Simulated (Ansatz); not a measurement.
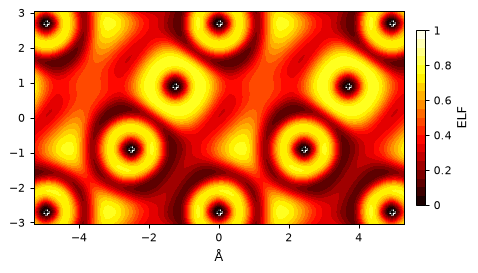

The electron localisation function on a plane through atoms (crosses mark nuclei in the plane).

Computed with DFT r2SCAN, scalar-relativistic, plane waves, PAW in Ansatz.

Candidates:
A. SnO2, a = 4.73 Å, b = 4.73 Å, c = 3.25 Å, α = 90.00°, β = 90.00°, γ = 90.00°. Space group P4₂/mnm; a structure from a database of computed crystals, not necessarily the ambient phase; changed on purpose from its base cell (uniaxial strain along c, a, b and atoms relaxed: +1.5 %).
B. Ta2C, a = 3.11 Å, b = 3.11 Å, c = 4.94 Å, α = 90.00°, β = 90.00°, γ = 120.00°. Space group P-3m1.

Which candidate gave the map?

Answer. Candidate B: Ta2C on the (110) plane of the conventional cell, which holds Ta and C. Ta–C (2.19 Å): the ELF peaks at about 0.75 in the valence shell of C, 0.7 Å from its nucleus, and is about 0.25 at the midpoint. Ta–Ta (3.03 Å): the ELF is about 0.40 at the midpoint.
